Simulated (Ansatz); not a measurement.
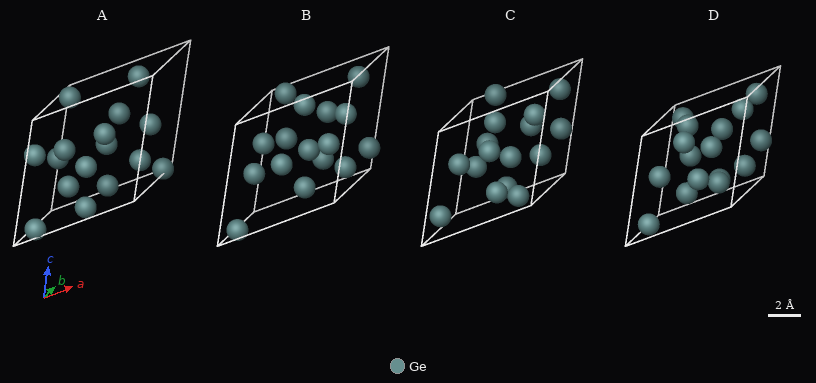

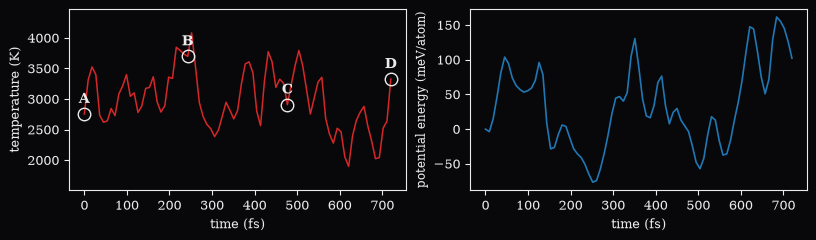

A Born-Oppenheimer molecular dynamics run of a 16-atom cell of Ge, 720 fs long. It starts from the last geometry of an earlier run, with fresh velocities. Frames (A at 0 fs, B at 243 fs, C at 477 fs, D at 720 fs) and the history of the run. A spheres-only model of the reduced simulation cell, seen slightly off an axis. Atoms that leave the cell re-enter on the other side. Lengths and directions refer to the drawn axes.

All numbers below come from Ansatz, DFT PBE-D3(BJ), scalar-relativistic, plane waves, PAW. Set-up: plane-wave cutoff 420 eV; k-point mesh 2 × 2 × 2; Fermi-Dirac smearing 0.36 eV; volume 1.15 times that of the relaxed crystal; Langevin thermostat and barostat (NPT); set temperature 2940 K; time step 9 fs; friction 0.005 per fs; target pressure 20 GPa.

Describe the run.

Answer. In the second half of the run the atoms are, in the root-mean-square, this far from where they began (common drift taken out): Ge 2.13 Å. That is a large part of the typical shortest distance between atoms in the first frame, about 2.5 Å and still growing: the atoms leave their places as in a liquid. Over the second half the temperature averages 2916 K (spread ±515 K). The pressure hasn't settled at its target of 20.0 GPa. The potential energy in the second half lies on average 45.4 meV per atom above the first frame. The mean pressure there is 13.8 GPa. The volume ends −33.0 % from the start. The time step of 9 fs is long for the fastest vibrations here (lightest element germanium).

Limits of the set-up: the k-point mesh is coarse for a cell with partly filled bands.
